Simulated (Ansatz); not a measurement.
System: MnSn₂, space group I4/mcm (No. 140).

The given structure:
```yaml
crystal:
  lattice:
    - [-3.25303, 3.25303, 2.65944]
    - [3.25303, -3.25303, 2.65944]
    - [3.25303, 3.25303, -2.65944]
  atoms:
    - { symbol: Mn, position: [0.75000, 0.75000, 0.00000] }
    - { symbol: Mn, position: [0.25000, 0.25000, 0.00000] }
    - { symbol: Sn, position: [0.16448, 0.66448, 0.82896] }
    - { symbol: Sn, position: [0.66448, 0.83552, 0.50000] }
    - { symbol: Sn, position: [0.83552, 0.33552, 0.17104] }
    - { symbol: Sn, position: [0.33552, 0.16448, 0.50000] }
```

Computed with Ansatz 0.2.0: third-order Birch-Murnaghan fit to density functional energies at scaled volumes of the given relaxed cell, shape and atoms relaxed at each volume; energies count from the fitted minimum; plane waves with PAW datasets, Γ-centred k mesh. Level: PBEsol, collinear spin. The state reached is ferromagnetic.

| setting | value |
| --- | --- |
| wave cutoff | 420 eV |
| k mesh | 8×8×8 |
| occupations | Gaussian |
| smearing width | 0.1 eV |

Predict the energy above the minimum and pressure against volume. The volume takes the values 17.636, 18.199, 18.762, 19.325, 19.887 Å³/atom.

A third-order Birch–Murnaghan fit gives V0 = 18.76 Å³/atom, B0 = 94.5 GPa. The energy above the minimum is 23.2 meV/atom at volume 17.636 Å³/atom and 17.2 meV/atom at 19.887 Å³/atom; the lowest computed point is at volume 18.762 Å³/atom (−0.1 meV/atom). The pressure falls from 7.00 GPa at volume 17.636 Å³/atom to −4.39 GPa at 19.887 Å³/atom, and changes sign near 18.76 Å³/atom. The solid is metallic at every point.

```csv
volume (Å³/atom),energy above the minimum (meV/atom),pressure (GPa)
17.636,23.2,7.00
18.199,5.3,3.20
18.762,-0.1,-0.02
19.325,4.8,-2.57
19.887,17.2,-4.39
```

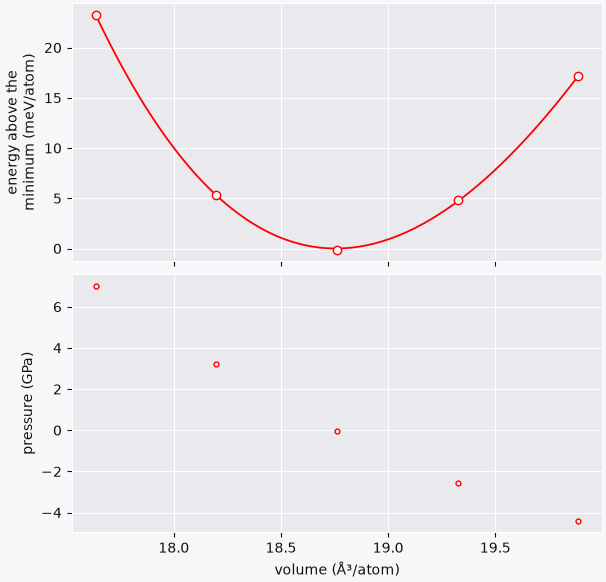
